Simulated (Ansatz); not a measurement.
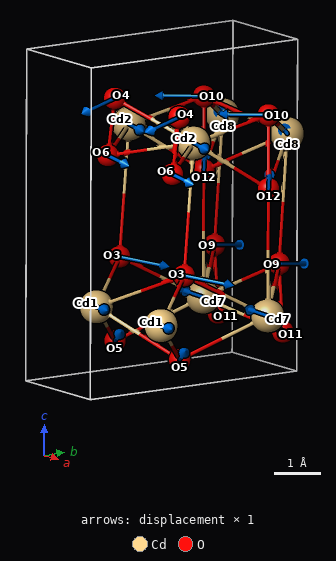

This is a relaxation of a crystal of CdO₂ (built on the MoS2-164 type type). The starting structure is drawn; blue arrows show the displacements (the part carried along by the change of the cell is left out), at their true length.

Style: ball-and-stick. Shown: the cell of the calculation, repeated 2 × 1 × 1 with one cell outlined, slightly off an axis.

Case: shaken.

All numbers below come from Ansatz, DFT, PBEsol, plane waves, PAW.

The input:
```yaml
crystal:
  lattice:
    - [3.7097814151, -0.0037221074, 0.0146932218]
    - [-3.7162283098, 6.419091504, -0.0551989454]
    - [0.0290264313, -0.0461989787, 7.3168434362]
  atoms:
    - { symbol: Cd, position: [0.6503212016, 0.1381515924, 0.2481732263] }
    - { symbol: Cd, position: [0.3596200574, 0.3844714074, 0.7609501898] }
    - { symbol: O, position: [0.3567729926, 0.3414055736, 0.3645744758] }
    - { symbol: O, position: [0.7797483174, 0.1826082123, 0.8798431013] }
    - { symbol: O, position: [0.3034880622, 0.3375697588, 0.1085315352] }
    - { symbol: O, position: [0.7225519506, 0.1684990637, 0.7057380245] }
    - { symbol: Cd, position: [0.6513677056, 0.6547643362, 0.2328179686] }
    - { symbol: Cd, position: [0.3142484608, 0.8527843396, 0.7460862667] }
    - { symbol: O, position: [0.2863498492, 0.8236471762, 0.3550482106] }
    - { symbol: O, position: [0.5892101631, 0.6745416006, 0.8333238194] }
    - { symbol: O, position: [0.3276381796, 0.8304647887, 0.151191679] }
    - { symbol: O, position: [0.6671712289, 0.651801403, 0.6168556369] }
kpoints:
  mp_grid: { grid: [6, 6, 4] }
hamiltonian:
  xc: pbesol
scf:
  occupations: { method: fermi_dirac, width: 0.05 }
relax:
  f_tol: 0.01
  cell: {}
  max_steps: 120
```

**Describe the change and its energy.**

After 25 accepted moves (28 points after the start) the energy has fallen by 7.519 eV per cell of the calculation. Largest force component: 8.3 eV/Å at the start, 0.001 eV/Å at the end. The pressure goes from 8.97 to 0.00 GPa. At 3 points the geometry stayed and the basis and grid were re-selected for the new cell (energy shift of 0.366 eV per cell of the calculation at most each time). The atom that moves furthest relative to the cell is O9 (1.30 Å roughly along [−1 2 0]). By element the largest moves are O 1.30 Å, Cd 0.95 Å. The drawn cell changes as follows: a 3.710 → 3.489 Å (−5.9 %), b 7.417 → 8.889 Å (+19.8 %), c 7.317 → 5.297 Å (−27.6 %), α 90.9° → 90.0°, β 89.5° → 90.0°, γ 120.1° → 113.1°; the volume changes by −13.2 %. Among the contacts that change: O3–Cd7 4.264 → 2.303 Å, Cd1–O9 4.151 → 2.303 Å, Cd2–O10 3.984 → 2.303 Å, O4–Cd8 3.955 → 2.303 Å. New bonds form: Cd1–O9 (4.15 → 2.30 Å), Cd2–O10 (3.98 → 2.30 Å), O3–Cd7 (4.26 → 2.30 Å), O4–Cd8 (3.96 → 2.30 Å). Bonds break: Cd1–O11 (2.09 → 3.20 Å), Cd1–O3 (2.40 → 3.20 Å), Cd1–O3 (2.43 → 3.20 Å), Cd2–O12 (2.03 → 3.20 Å). Among the angles between lasting bonds that change: Cd8–O12–O10 55.4° → 113.8°, O3–Cd7–O11 126.6° → 180.0°, O6–O4–Cd8 60.8° → 113.8°. The space group (tolerance 0.01 Å) goes from P1 (No. 1) to Pnnm (No. 58).
